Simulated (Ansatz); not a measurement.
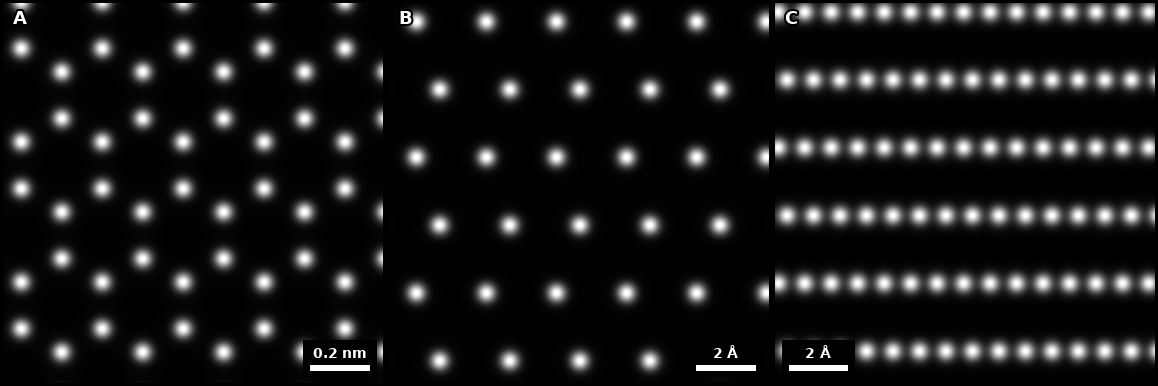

Three views of Pd (P6_3/mmc, No. 194) along different zone axes. The image is simulated as a sum over atoms of Z^1.7, blurred by a 0.50 Å probe (no channelling). The probe carries 15 % of its weight in a tail 2.5 times as wide. Atomic positions: the geometry given to an electronic-structure calculation, possibly off equilibrium; the starting structure was generated, so it need not be a known form of this composition.

```cif
data_structure
_symmetry_space_group_name_H-M 'P6_3/mmc'
_symmetry_Int_Tables_number 194
_cell_length_a 2.7683
_cell_length_b 2.7683
_cell_length_c 4.6408
_cell_angle_alpha 90.000
_cell_angle_beta 90.000
_cell_angle_gamma 120.000
_cell_volume 30.80
loop_
_atom_site_label
_atom_site_type_symbol
_atom_site_symmetry_multiplicity
_atom_site_Wyckoff_symbol
_atom_site_fract_x
_atom_site_fract_y
_atom_site_fract_z
_atom_site_occupancy
Pd1 Pd 2 d 0.33333 0.66667 0.75000 1
```

Q: Match the panels to the zone axes [001], [100] and [310].

A is [001]: projected cell 2.77 × 2.77 Å, 120°, plane group p6mm. B is [100]: projected cell 2.40 × 4.64 Å, 90°, plane group p2mg. C is [310]: projected cell 0.91 × 4.64 Å, 90°.
